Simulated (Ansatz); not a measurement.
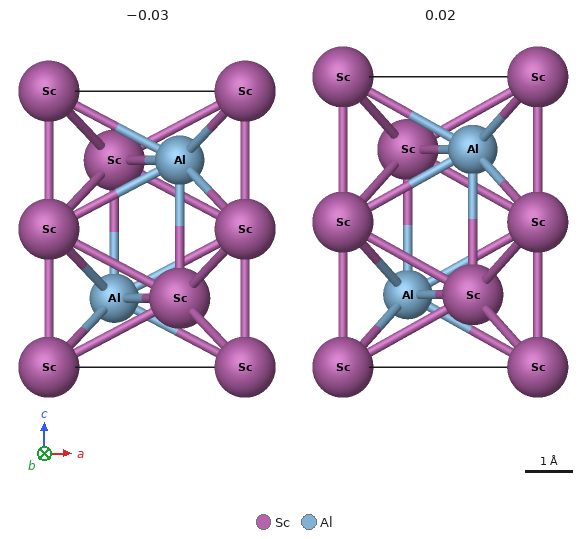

Solid Sc2Al (set up in P6_3/mmc), under uniaxial strain along c (a, b relaxed, atoms fixed by symmetry), with energies (extrapolated to zero smearing) counted from the relaxed crystal, which is the row at zero. The picture shows the first and the last member. Style: ball-and-stick. Shown: the cell of the calculation, along the b axis.

Computed with Ansatz 0.2.0: DFT r2SCAN, scalar-relativistic, plane waves, PAW. Settings: plane-wave cutoff 500 eV; k-point mesh 12 × 12 × 6; occupations gaussian; smearing width 0.1 eV; no spin polarisation; force threshold 0.008 eV/Å.

| strain | energy (meV/atom) | a (Å) | c (Å) |
| --- | --- | --- | --- |
| −0.03 | 8.48 | 4.908 | 5.978 |
| −0.02 | 3.56 | 4.902 | 6.040 |
| −0.01 | ? | ? | ? |
| 0.0 | 0.00 | 4.888 | 6.163 |
| 0.01 | 0.91 | 4.881 | 6.225 |
| 0.02 | 3.49 | 4.875 | 6.287 |

### Estimate the missing row from the others, and compare with the calculation.

A parabola through three neighbouring rows (−0.03, −0.02, 0.0) gives, with Lagrange weights, (−0.3333)(8.48) + (1.0000)(3.56) + (0.3333)(0.00) = 0.73 meV/atom. The calculation gives 0.82 meV/atom (a = 4.895 Å, c = 6.102 Å). The estimate is 0.09 meV/atom too low. From the first member to the last: Al–Sc 2.989 → 3.143 Å, Sc–Sc 2.989 → 3.143 Å, Al–Sc 2.834 → 2.814 Å.

The whole series:

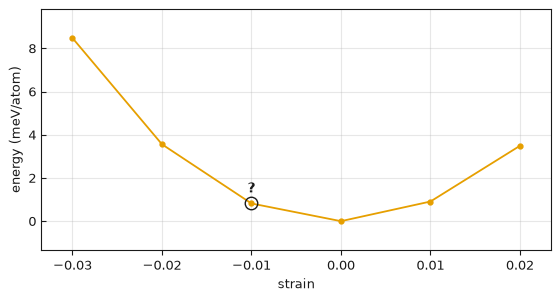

Each member starts from this one structure; whether another phase lies lower wasn't checked.
